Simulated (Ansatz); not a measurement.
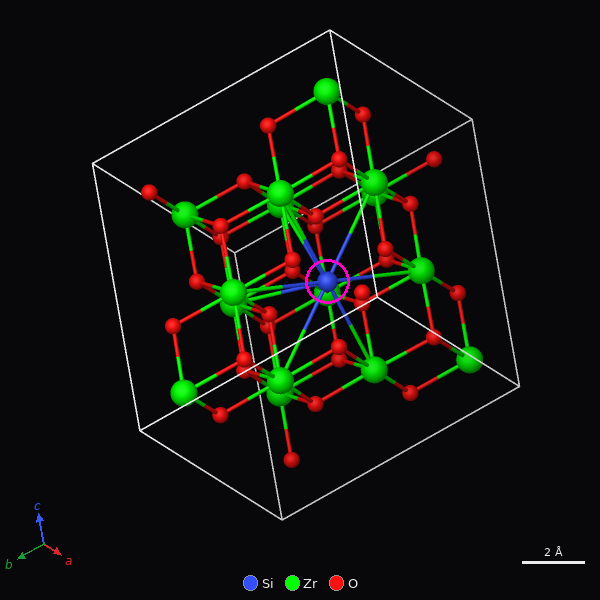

This ball-and-stick model is shown from a general direction. The parallelepiped is the supercell. The host is ZrO2, in a cell of 48 sites, and the cell carries a charge of -1. A ring marks the defect's site.

**What defect is present?**

Silicon on a zirconium site (a substitutional impurity). It is bonded to twelve Zr in a cuboctahedral arrangement at about 3.6 Å. Not all metal-metal contacts are counted.

Results below were computed with Ansatz, DFT PBE, scalar-relativistic, plane waves, PAW; the settings were cutoff 420 eV, a 2×2×2 sampling of the Brillouin zone, Gaussian smearing of 0.01 eV, collinear spins.

**Is a magnetic moment found?**

Yes, 0.5 μB in the cell.

The atoms were relaxed in the host's cell with DFT PBE, scalar-relativistic, plane waves, PAW (Ansatz 0.2.0).
